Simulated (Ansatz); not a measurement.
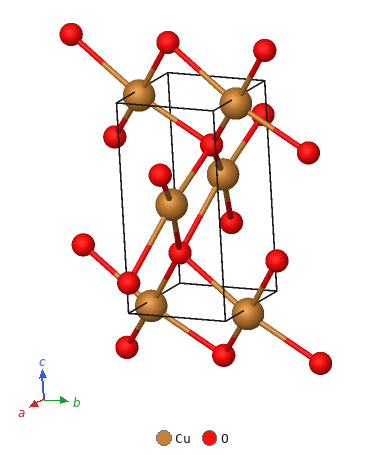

Crystal structure, ball-and-stick style, seen slightly off an axis. One simulation cell is framed, with atoms on its boundary repeated. Neighbours across the faces are drawn wherever a bond reaches them.

```xyz
4
Lattice="2.4528 1.7711 0.0026 2.4209 -1.7274 -0.0159 0.8989 -0.0194 -5.1027" Properties=species:S:1:pos:R:3 pbc="T T T"
Cu    4.6196   -0.7559   -4.9651
Cu    1.8478   -0.8683   -2.7692
O     3.2025   -0.3904   -3.7825
O     2.5823    0.4632   -1.2558
```

All computed values are from DFT, PAW plane waves, BLYP in Ansatz 0.2.0. Settings: 420 eV cutoff, 6×6×4 k-mesh, Methfessel-Paxton smearing of 0.12 eV, no spin polarisation.

Q: How charged are the atoms, by the Bader scheme?

A: Cu +0.99 e; O -1.02 to -0.96 e.

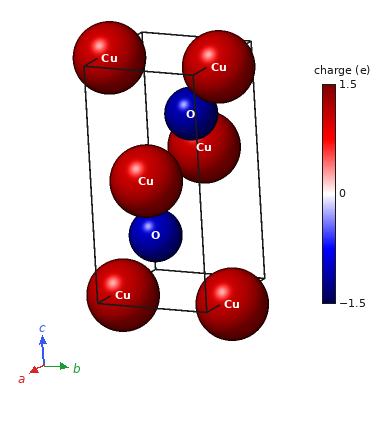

The atoms coloured by those charges.

Where the cell comes from: a known structure type with the cell strained and the atoms shaken on purpose. No relaxation was applied. An electronic-structure calculation with Ansatz was run on it.

At this level of theory the cell isn't at rest (compressed, at 5 GPa and forces up to 3.6 eV/Å), so its distances can differ from those at equilibrium, the more so the softer the solid.
